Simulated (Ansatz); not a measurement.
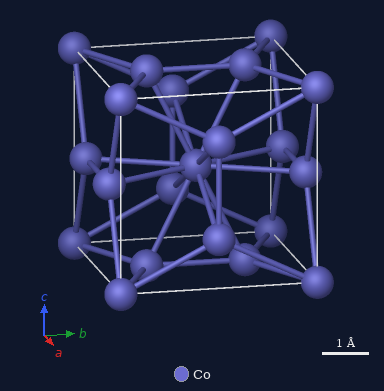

The figure gives a ball-and-stick picture of the atoms, viewed slightly off an axis. The conventional unit cell is outlined; an atom on or near a face, edge or corner is repeated at each equivalent position.

The cell is given by a = 4.40 Å, b = 4.40 Å, c = 4.40 Å, α = 90.00°, β = 90.00°, γ = 90.00°.

**How many atoms are there in one cell?**

8 (cobalt), counting shared atoms by their share.

**Space group?**

Pm-3n (No. 223), with Co on 2a and Co on 6c.

**Identify the structure type.**

Β-tungsten (A15) type.

Source of the structure: a textbook structure type filled with this element (whether it is the usual form wasn't checked). The geometry was optimised with Ansatz, DFT PBEsol, scalar-relativistic, plane waves, PAW.
